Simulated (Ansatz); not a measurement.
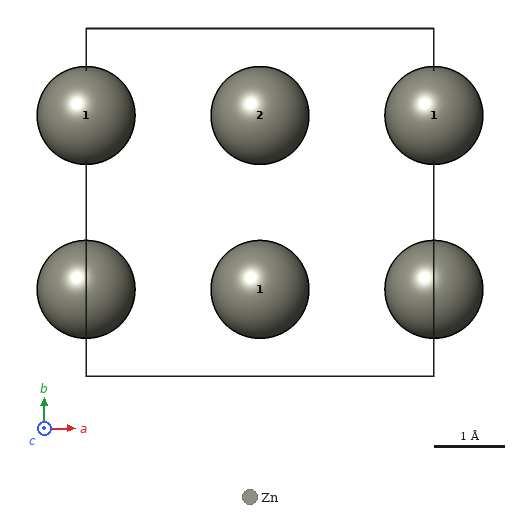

*The starting structure (spheres-only view of the cell 2 times as large as that of the calculation, set on its symmetry axes, along the c axis; atoms are numbered from 1 in the order of the input).*

**Geometry relaxation, with input and output: Zn**

System: Zn (I4₁/amd, 2 atoms in the cell).
Method: DFT, PBE, all-electron LAPW, scalar-relativistic, no spin polarisation (Ansatz 0.2.0).

It belongs to a series of runs on one base structure; here: beta_tin relaxed under pressure, LAPW. Figures and captions count atoms from 1; the log counts them from 0 in places.

## Input
```yaml
crystal:
  lattice:
    - [-2.5058055098, 2.5058055098, 1.2469907518]
    - [2.5058055098, -2.5058055098, 1.2469907518]
    - [2.5058055098, 2.5058055098, -1.2469907518]
  atoms:
    - { symbol: Zn, position: [-0.375, -0.125, -0.25] }
    - { symbol: Zn, position: [0.375, 0.125, 0.25] }
kpoints:
  mp_grid: { grid: [17, 17, 17] }
scf:
  occupations: { method: fermi_dirac, width: 0.1 }
hamiltonian:
  xc: pbe
  pseudopotentials: { kind: all_electron, lapw: { basis_error: 0.0005 } }
output:
  forces: true
  stress: true
  eigenvalues: true
relax:
  f_tol: 0.005
  max_steps: 12
  cell: { p_target: 6.7, stress_tol: 0.03 }
```

Machine: 1 thread of Arm Neoverse V1, 24 GiB of memory available, shared host.

Launch command:
```bash
ansatz run input.yaml --threads 1 --pin off --max-ram 3584MiB --backend cpu --events-out ev --progress --plain --runs-dir out
```

## What the program printed
```
The last accepted step is kept in [file] (removed where the run ends without a failure and the disk answers)
LAPW: plane waves up to 9.718 Å⁻¹, error target 5.0e-4 eV per atom; small_component_spin mean_spin; Zn in spheres of 1.210 Å, 20 of its electrons in bands, Dirac shells [] (how accurate: hamiltonian.pseudopotentials.lapw.basis_error, Limitations)
Engine: ansatz 0.2.0, aarch64-unknown-linux-gnu
Pseudopotentials: kind: all_electron
Pseudopotential: Zn, LAPW, valence charge 20, lapw/all_electron/scalar/gaussian/Zn, Koelling and Harmon's equation, gaussian nucleus
Functional definition: PBE
  parameter kappa = 0.804
  parameter beta = 0.06672455060314922
  exchange = pbe_x(kappa = kappa, mu = beta*pi^2/3)
  correlation = pbe_c(beta = beta)
Crystal: 2 atoms, lattice volume = 31.320 Å³
Basis set: ecut = 359.80311171748883 eV, 475 PW (Γ), FFT grids on a1+a2, a2, a3, exchange–correlation at level 2
Bands: 24, of which v1, the nominal top of the filled ones, is band 20 counted from 1 (19 counted from 0)
Symmetry: 16 space group operations
Space group: I41/amd (ITA 141), of the structure as read, at distance tolerance 3.2e-5 Å
k-points: 405 of 4913
Non-local potential: Zn, projectors of the file, none
Initial density: superposition of atomic densities (chi_scale 0.1, normalization cell)
Initial wavefunctions: plane waves of lowest kinetic energy (no species holds an atomic orbital)
Functional: x = pbe(κ = 0.804, μ = 0.2195149727645171), c = pbe(β = 0.06672455060314922)
iter 1 solved again at ethr=2.91e-4 eV; its pass at ethr=1.00e-1 eV (dr2=1.16e-1 eV) is discarded
SCF iter   1: F=—  HF=-97745.838413 eV  |F-HF|=—  |Δ(HF+E_count)|=         —  Δρ=2.17e-2  dr2=1.17e-1  ethr=2.91e-4  ⟨swp⟩=2.7  Hψ=62491  notcnv=0
preconditioner: auto → Kerker (q_TF=auto, 2.842 Å⁻¹)  [metal: Δε(μ)=0.013 eV  Ē_g=12.114 eV  σ=0.100 eV  W_gap=0.03  n_scr=16 (ndim 8)  ℏωp=32.5 eV  f_vac=0.000  D(μ)=0.68/eV (n_scr^D=4)]
SCF iter   2: F=—  HF=-97745.726103 eV  |F-HF|=—  |Δ(HF+E_count)|=   1.12e-1  Δρ=7.31e-3  dr2=1.61e-2  ethr=2.91e-4  ⟨swp⟩=3.0  Hψ=30937  notcnv=0
SCF iter   3: F=—  HF=-97745.632077 eV  |F-HF|=—  |Δ(HF+E_count)|=   9.40e-2  Δρ=9.50e-3  dr2=2.63e-2  ethr=4.02e-5  ⟨swp⟩=3.0  Hψ=30534  notcnv=0
SCF iter   4: F=—  HF=-97745.624485 eV  |F-HF|=—  |Δ(HF+E_count)|=   7.59e-3  Δρ=3.90e-3  dr2=5.31e-3  ethr=4.02e-5  ⟨swp⟩=2.0  Hψ=27342  notcnv=0
iter 5 solved again at ethr=1.85e-7 eV; its pass at ethr=1.33e-5 eV (dr2=7.41e-5 eV) is discarded
SCF iter   5: F=—  HF=-97745.625273 eV  |F-HF|=—  |Δ(HF+E_count)|=   7.88e-4  Δρ=5.73e-4  dr2=7.36e-5  ethr=1.85e-7  ⟨swp⟩=2.2  Hψ=47466  notcnv=0
SCF iter   6: F=—  HF=-97745.625258 eV  |F-HF|=—  |Δ(HF+E_count)|=   1.51e-5  Δρ=1.55e-4  dr2=7.71e-6  ethr=1.84e-7  ⟨swp⟩=3.0  Hψ=28083  notcnv=0
SCF iter   7: F=—  HF=-97745.625257 eV  |F-HF|=—  |Δ(HF+E_count)|=   3.94e-7  Δρ=2.88e-5  dr2=3.19e-7  ethr=1.93e-8  ⟨swp⟩=2.0  Hψ=27341  notcnv=0
SCF iter   8: F=-97745.625257 eV  HF=-97745.625257 eV  |F-HF|=1.65e-8  |Δ(HF+E_count)|=   2.22e-8  Δρ=5.43e-6  dr2=8.11e-9  ethr=7.98e-10  ⟨swp⟩=2.1  Hψ=27394  notcnv=0
SCF 1 converged in 8 iterations: F = -97745.625257 eV  dr2 = 8.11e-9
relax step   1: F+E_penalty+E_count = -97745.62525720 eV  Δ(F+E_penalty+E_count) = +0.000e0 eV  max|allowed force component| = 2.168e-19 eV/Å  Δτ_max = 0.0000 Å  P = +6.696 GPa  Ω = 31.320 Å³  (8 SCF iters, accepted)
Initial density: handed on by an earlier stage of this run
Initial wavefunctions: those handed on with the density
iter 1 solved again at ethr=1.87e-11 eV; its pass at ethr=1.00e-1 eV (dr2=7.49e-9 eV) is discarded
SCF iter   1: F=—  HF=-97745.625257 eV  |F-HF|=—  |Δ(HF+E_count)|=         —  Δρ=4.99e-6  dr2=7.47e-9  ethr=1.87e-11  ⟨swp⟩=5.7  Hψ=46860  notcnv=0
preconditioner: auto → Kerker (q_TF=auto, 2.842 Å⁻¹)  [metal: Δε(μ)=0.016 eV  Ē_g=12.773 eV  σ=0.100 eV  W_gap=0.04  n_scr=16 (ndim 8)  ℏωp=32.5 eV  f_vac=0.000  D(μ)=0.69/eV (n_scr^D=4)]
SCF iter   2: F=-97745.625257 eV  HF=-97745.625257 eV  |F-HF|=1.34e-8  |Δ(HF+E_count)|=   1.30e-9  Δρ=4.00e-6  dr2=5.26e-9  ethr=1.87e-11  ⟨swp⟩=2.7  Hψ=27913  notcnv=0
SCF 2 converged in 2 iterations: F = -97745.625257 eV  dr2 = 5.26e-9
relax step   2: F+E_penalty+E_count = -97745.62525721 eV  Δ(F+E_penalty+E_count) = -3.245e-9 eV  max|allowed force component| = 2.168e-19 eV/Å  Δτ_max = 0.0000 Å  P = +6.695 GPa  Ω = 31.320 Å³  stress off target by 5.93e-3 GPa  SCF on the basis re-selected at this cell (its energy is not comparable with the rows above)  (2 SCF iters)
```

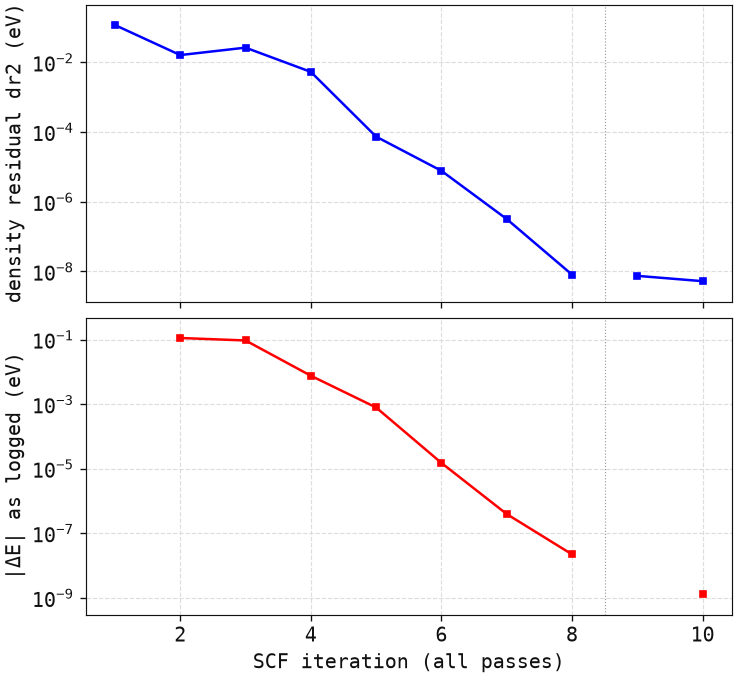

*Convergence of the self-consistent field: density residual dr2 and size of the energy change against the SCF iteration. The dotted lines part the SCF passes of the relaxation: geometry steps, rejected trials and re-solves on a re-selected basis.*

The passes take 8 and 2 iterations.

```
basis re-selected at this cell: Δ(F+E_penalty+E_count) = -3.245e-9 eV, ΔP = -0.001 GPa vs the last step (what re-selecting the basis moved, after the strain that the cell walked since its last selection, with what the two solves' SCF thresholds leave and, on support functions, any second-order correction that the steps lacked; it is no measure of the basis error at this ecutwfc). This SCF's stress stands 5.93e-3 GPa from its target on what of the cell is left free (relax.cell.stress_tol is 3.00e-2 GPa) and its largest allowed force component is 2.17e-19 eV/Å (relax.f_tol is 5.00e-3 eV/Å): within both
SCF converged after 2 iterations
Free energy (F): -97745.625257 eV
Harris-Foulkes:  -97745.625257 eV  (|F-HF|=1.34e-8)
Internal energy: -97745.602877 eV  (E = F + TS)
E sigma→0 (E₀):  -97745.614067 eV
Entropy (-TS):   -0.022380 eV (-11.190 meV/atom)
Fermi energy:    13.272572 eV
--- Per-component energies (eV) ---
  E_band       = -1108.844572
  E_kinetic    = 99548.274227
  E_xc         = -3900.414949
  E_electrostatic = -193393.462156  (all electrons and nuclei)
  E_smearing   = -0.022380  (= −TS)
  E_closure    = 0.000000  (closes the sum)
  E_atoms      = -97743.829811  (free atoms, spherical and without spin; not in F)
  Σ components = -97745.625257   (vs F -97745.625257, Δ=0.00e0)
  Basis errors (estimates in eV, not in F): energy 1.7e-4 per atom: plane waves 1.6e-4 (8.9e-5 summed), levels above the bands 5.4e-36, relativity 2.1e-8, radial functions 2.7e-6, core shells 2.0e-11; eigenvalues (radial functions only) 2.1e-7; not estimated: angular momenta, meshes, grids; target (lapw.basis_error) 5.0e-4; muffin-tin radii Zn 1.210 Å
--- Forces (eV/Å), atoms counted from 1 ---
  atom   1  Zn    -0.00000000    -0.00000000    -0.00000000
  atom   2  Zn     0.00000000     0.00000000     0.00000000
  max |Σ_I F_I| component: 1.36e-20 eV/Å
--- Stress (GPa, compression-positive) ---
        6.695505      -0.000000      -0.000000
       -0.000000       6.695505       0.000000
       -0.000000       0.000000       6.694067
  P = ⅓ Tr σ = 6.6950 GPa (66.950 kbar)
--- Band table (eV; the first three rows and the last of 405) ---
  k-point 0: bands = ["-113.2294", "-113.2249", "-67.3958", "-67.3958", "-67.3700", "-67.3700", "-67.3587", "-67.3583", "3.1648", "5.0299", "5.0519", "5.0902", "5.1923", "6.1849", "6.1849", "6.1952", "6.1952", "6.3167", "6.5556", "14.5210", "14.5210", "16.5484", "19.5491", "26.4834"]
  k-point 1: bands = ["-113.2293", "-113.2250", "-67.3956", "-67.3956", "-67.3702", "-67.3702", "-67.3586", "-67.3583", "3.2064", "5.0404", "5.0505", "5.0974", "5.1920", "6.1815", "6.1862", "6.1960", "6.1970", "6.3109", "6.5398", "13.9710", "14.5833", "16.9591", "19.7928", "25.9715"]
  k-point 2: bands = ["-113.2292", "-113.2251", "-67.3950", "-67.3949", "-67.3710", "-67.3709", "-67.3585", "-67.3582", "3.3303", "5.0427", "5.0748", "5.1189", "5.1921", "6.1695", "6.1897", "6.1973", "6.2022", "6.2948", "6.4964", "12.9400", "14.7683", "17.5471", "20.5497", "24.9594"]
  k-point 404: bands = ["-113.2272", "-113.2271", "-67.3983", "-67.3981", "-67.3680", "-67.3677", "-67.3585", "-67.3585", "4.8858", "4.8948", "5.2866", "5.2947", "5.9284", "5.9433", "6.2054", "6.2058", "6.2177", "6.2191", "9.2986", "9.8300", "10.3377", "10.8706", "28.2902", "28.2963"]
--- Relaxed structure (1 steps of the walk, 1 accepted, 1 SCFs on fresh bases) ---
  F+E_penalty+E_count = -97745.62525721 eV   max|allowed force component| = 2.168e-19 eV/Å   (the final SCF, on the basis selected at the relaxed cell)
  cell:  # Å, volume = 31.3197 Å³
    - [-2.5058055098, 2.5058055098, 1.2469907518]
    - [2.5058055098, -2.5058055098, 1.2469907518]
    - [2.5058055098, 2.5058055098, -1.2469907518]
  atoms:
    - { symbol: Zn, position: [-0.375, -0.125, -0.24999999999999997] }
    - { symbol: Zn, position: [0.375, 0.125, 0.24999999999999997] }
```

## Trajectory as extended XYZ (Å, eV, eV/Å), 2 frames, from step=1 to step=2
```
2
Lattice="-2.5058 2.5058 1.2470 2.5058 -2.5058 1.2470 2.5058 2.5058 -1.2470" Properties=species:S:1:pos:R:3:forces:R:3 step=1 energy=-97745.62526 pressure_GPa=6.70
Zn    0.0000   -1.2529   -0.3117    0.0000   0.0000   0.0000
Zn    0.0000    1.2529    0.3117    0.0000   0.0000   0.0000
2
Lattice="-2.5058 2.5058 1.2470 2.5058 -2.5058 1.2470 2.5058 2.5058 -1.2470" Properties=species:S:1:pos:R:3:forces:R:3 step=2 energy=-97745.62526 pressure_GPa=6.70
Zn    0.0000   -1.2529   -0.3117    0.0000   0.0000   0.0000
Zn    0.0000    1.2529    0.3117    0.0000   0.0000   0.0000
```

## Key numbers

| quantity | value |
| --- | --- |
| outcome | converged |
| space group (tolerance 0.01 Å) | I4₁/amd (141) |
| electrons in bands (core shells apart) | 40 |
| free energy | −97745.6253 eV |
| Fermi energy | 13.273 eV |
| pressure | 6.70 GPa |
| final volume | 31.32 Å³ |
| largest force (length of the vector) at the end | under 0.001 eV/Å |
| final cell | a = 3.757 Å, b = 3.757 Å, c = 3.757 Å, α = 96.33°, β = 96.33°, γ = 141.23° |
| wall time | 2.6 min |
| peak memory | 1.1 GiB |

## Notes

The cell was relaxed to the target pressure of the input; what is minimised is then the enthalpy E + pV.
